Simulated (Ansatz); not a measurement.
The coordinates of a crystal:

```
Al
1.0
     5.10007    0.00000    0.00000
     0.00000    5.10007    0.00000
     0.00000    0.00000    5.10007
Al
8
Direct
  0.50000 0.50000 0.50000
  0.00000 0.00000 0.00000
  0.25000 0.00000 0.50000
  0.50000 0.25000 0.00000
  0.50000 0.75000 0.00000
  0.75000 0.00000 0.50000
  0.00000 0.50000 0.75000
  0.00000 0.50000 0.25000
```

### Summarise the structure in words.

The element is aluminium. Symmetry: Pm-3n (No. 223), primitive cubic lattice. The prototype is β-tungsten (A15) type. The cell holds eight atoms. The numbers of neighbours within bonding distance are Al 6 to 12 (mean 7.5).

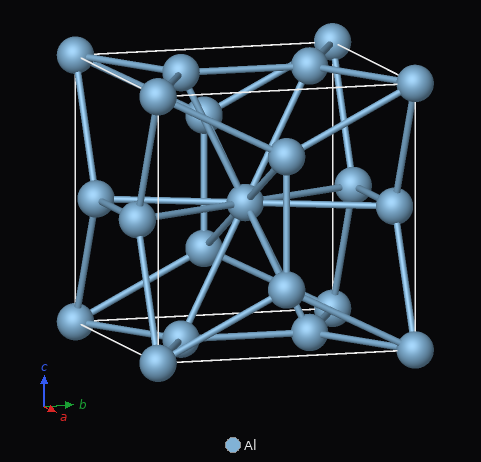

This ball-and-stick model is shown slightly off an axis. One conventional unit cell is outlined, and atoms on its boundary appear in each equivalent place. Colours: aluminium light blue.

The structure comes from a textbook structure type filled with this element (whether it is the usual form wasn't checked). A relaxation with Ansatz, DFT PBEsol, scalar-relativistic, plane waves, PAW gave the geometry drawn.
